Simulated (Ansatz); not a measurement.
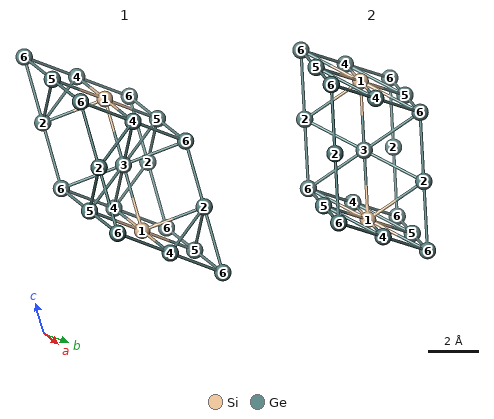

Two geometries of a crystal of SiGe5 (a generated structure, set up in I4/mmm), drawn at one scale. One is the start of a relaxation, the other its converged end. Style: ball-and-stick. Shown: the cell of the calculation, slightly off an axis.

The calculation used DFT PBE, scalar-relativistic, plane waves, PAW in Ansatz 0.2.0. Settings: plane-wave cutoff 420 eV; k-point mesh 10 × 10 × 10; occupations gaussian; smearing width 0.1 eV; no spin polarisation; cell and atoms relaxed; force threshold 0.01 eV/Å; at most 80 steps.

**Which of the two is the end point?**

Structure 1 is the relaxed one. Over 14 accepted moves (17 points after the start) the energy falls by 190 meV per atom. All forces vanish by symmetry, so only the cell relaxes. Pressure: 0.35 GPa at the start and −0.02 GPa at the end. At 3 points the geometry stayed and the basis and grid were re-selected for the new cell (energy shift of 31.9 meV per atom at most each time). The atoms keep their places relative to the cell (all moves are under 0.005 Å). The volume changes by −5.7 %, with a = b = c 5.616 → 5.547 Å (−1.2 %), α 104.2° → 117.5°, β 104.2° → 117.5°, γ 120.6° → 94.4°. Near-neighbour distances that change, for instance: Ge2–Ge3 2.781 → 3.769 Å, Si1–Ge6 2.781 → 3.769 Å, Ge2–Ge4 3.450 → 2.878 Å, Si1–Ge2 2.808 → 2.774 Å. Among the angles between lasting bonds that change: Si1–Ge3–Ge6 120.6° → 94.4°, Si1–Ge3–Ge6 59.4° → 85.6°. The space group stays I4/mmm (No. 139). Cost: 13 min on 1 thread of Arm Neoverse V1, with other jobs on the host, peak memory 0.72 GiB.
